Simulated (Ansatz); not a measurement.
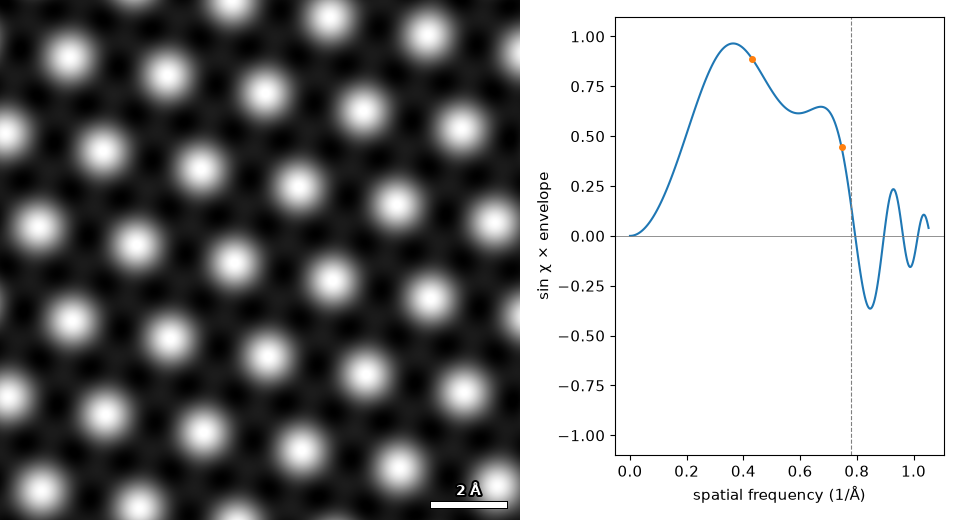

Phase-contrast TEM-like image of Ti (Im-3m, No. 229) along [111]. Simulated in the weak-phase-object approximation with neutral-atom potentials: 80 kV, Cs = −20 µm, defocus +110 Å (negative is underfocus), defocus spread 15 Å, aperture 0.78 1/Å. Structure used: the geometry given to an electronic-structure calculation, possibly off equilibrium; the starting structure was generated, so it need not be a known form of this composition.

The plot gives the contrast transfer function, the aperture (dashed) and the crystal's spatial frequencies that carry visible contrast (dots).

### What point resolution do these settings give, and which lattice spacings pass?

About 1.3 Å (0.66 |Cs|^(1/4) λ^(3/4) with λ = 0.0418 Å). The spacings that carry visible contrast are {110} at 2.32 Å, {211} at 1.34 Å.

### Do the atom columns appear dark or bright, and why?

Bright. With negative Cs and overfocus sin χ is positive over the pass band, so the strongest columns (Ti) come out brighter than the background.
